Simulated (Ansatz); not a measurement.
# K4Br3: what the fields show

```xyz
14
Lattice="9.3923 0.0000 0.0000 0.0000 9.6724 0.0000 0.0000 0.0000 8.8445" Properties=species:S:1:pos:R:3 pbc="T T T"
K     0.0000    7.1805    6.6164
K     4.6961    2.3443    6.6164
K     0.0000    2.4919    6.6164
K     4.6961    7.3281    6.6164
K     0.0000    7.1805    2.2281
K     4.6961    2.3443    2.2281
K     0.0000    2.4919    2.2281
K     4.6961    7.3281    2.2281
Br    2.3481    7.2543    4.4222
Br    7.0442    2.4181    4.4222
Br    2.3481    2.4181    4.4222
Br    7.0442    7.2543    4.4222
Br    0.0000    4.8362    0.0000
Br    4.6961    0.0000    0.0000
```

Space group Cmmm; a structure generated by program, which may or may not match a known phase; computed without spin polarisation.

The calculation used DFT PBE, scalar-relativistic, plane waves, PAW in Ansatz.

Core electrons are frozen (PAW), and the valence fields are smoothed inside the atomic spheres.

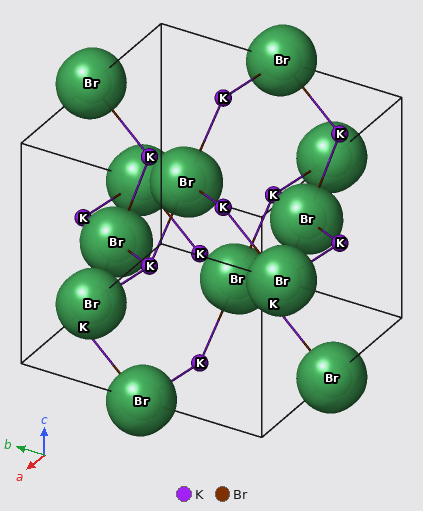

Figure 1. Isosurface of the electron localisation function at 0.8 (green), seen at an oblique angle. Core shells and regions of very low density are left out. Sticks mark near contacts.

> Identify the bonds, lone pairs and shells in this picture.

At this value the surface marks out six regions wrapped around Br (the valence shell of each), counted in one cell of 14 atoms. Regions shared between cells count once. Profiles from the grid: K–Br (3.21 Å): the ELF is about 0.15 at the midpoint (no localised pair shows between them).

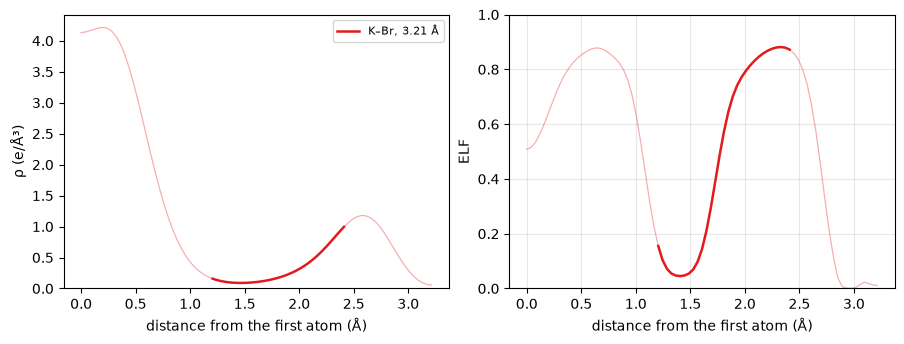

Figure 2. Valence charge density (pseudo) and ELF along straight lines between neighbouring atoms. Thin, pale parts lie inside the atomic spheres.

> What can be read from the curves?

K–Br (3.21 Å): the density is about 0.1 e/Å³ at the midpoint, with its minimum of 0.09 e/Å³ about 1.4 Å from K; the ELF is about 0.15 at the midpoint; no shared electron pair shows on this line.

> Metal or insulator at this level of theory?

It is gapless in this calculation (a metal or semimetal).
